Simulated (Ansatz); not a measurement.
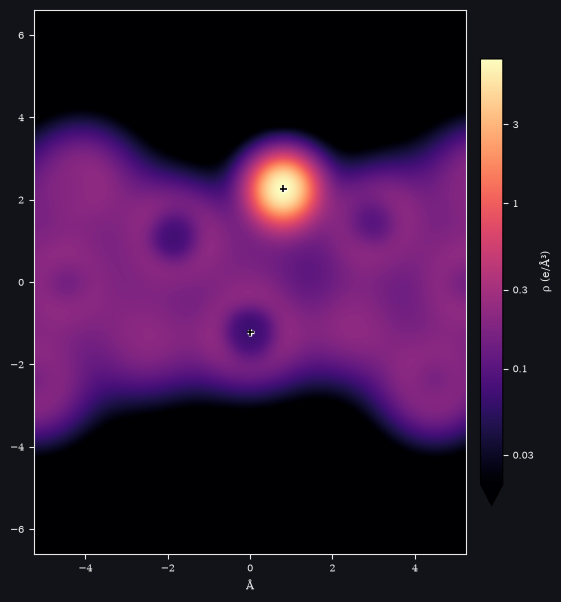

The valence electron density on a plane through atoms (crosses mark nuclei in the plane).

All numbers below come from DFT PBE, scalar-relativistic, plane waves, PAW in Ansatz 0.2.0.

Candidates:
A. Al9O (slab), a = 2.85 Å, b = 9.81 Å, c = 20.29 Å, α = 90.00°, β = 90.00°, γ = 98.37°. Not relaxed (largest force 1.1 eV/Å); computed without spin polarisation.
B. Ni, a = 3.21 Å, b = 3.47 Å, c = 3.87 Å, α = 90.00°, β = 90.00°, γ = 90.00°. Space group Fmmm; changed on purpose from its base cell (strain +e along x and -e along y -0.0367, strain +e along z and -e/2 along x and y +0.1000); computed pressure about 4 GPa in this cell; spin-polarised.

Which system is this?

Candidate A: Al9O on the (11̄0) plane of the calculation cell, a cut from vacuum to vacuum, which holds Al and O.
